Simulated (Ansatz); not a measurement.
```xyz
18
Lattice="11.3620 0.0000 0.0000 -5.6810 9.8398 0.0000 0.0000 0.0000 4.4290" Properties=species:S:1:pos:R:3 pbc="T T T"
Se    0.6712    8.5502    3.4862
Se    6.3523    5.2702    2.0098
Se    0.6712    1.9903    0.5335
Se    3.6218    9.4259    0.5335
Se   -2.0593    6.1460    3.4862
Se    3.6218    2.8660    2.0098
Se   -4.2930    8.2633    0.5335
Se    1.3880    4.9835    3.4862
Se    7.0691    1.7035    2.0098
Se    5.0098    7.8495    3.8955
Se   -0.6713    4.5696    2.4192
Se    5.0098    1.2896    0.9428
Se    2.0592    6.9737    2.4192
Se    7.7403    3.6938    0.9428
Se    2.0592    0.4139    3.8955
Se   -1.3881    8.1363    2.4192
Se    4.2930    4.8563    0.9428
Se    9.9740    1.5764    3.8955
```

Space group R-3; not relaxed (largest force 0.5 eV/Å); the calculation finds a residual pressure of about 3 GPa at this fixed cell.

The calculation used DFT PBE, scalar-relativistic, plane waves, PAW (Ansatz 0.2.0).

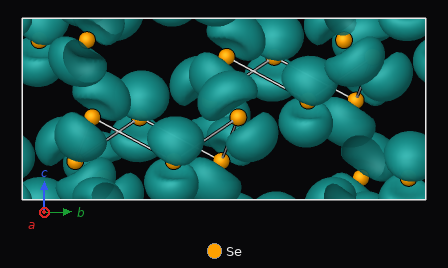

Se. Density of the Kohn–Sham states from −0.6 to 0.0 eV about the valence-band maximum (the top of the valence band), scaled to one electron a cell: teal surface at 0.02 1/Å³, in the conventional cell seen along the a axis.

In a PAW calculation such maps are meaningful between the atoms, not at the nuclei.

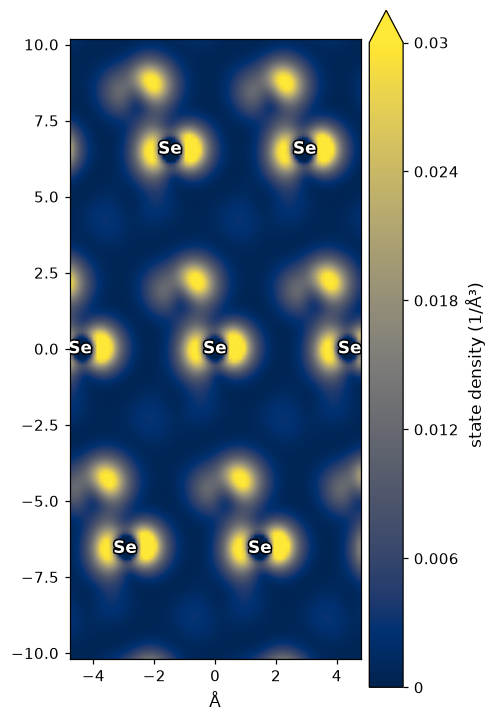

Also shown: a map on the (110) plane of the conventional cell.

**Which atoms and orbitals make up these states?**

Projected on a minimal set of atomic orbitals (Löwdin), they are Se 4p (over 95 %).

Run time: 29 s on 2 threads of Arm Neoverse N1 (shared host), peak memory 0.6 GiB.
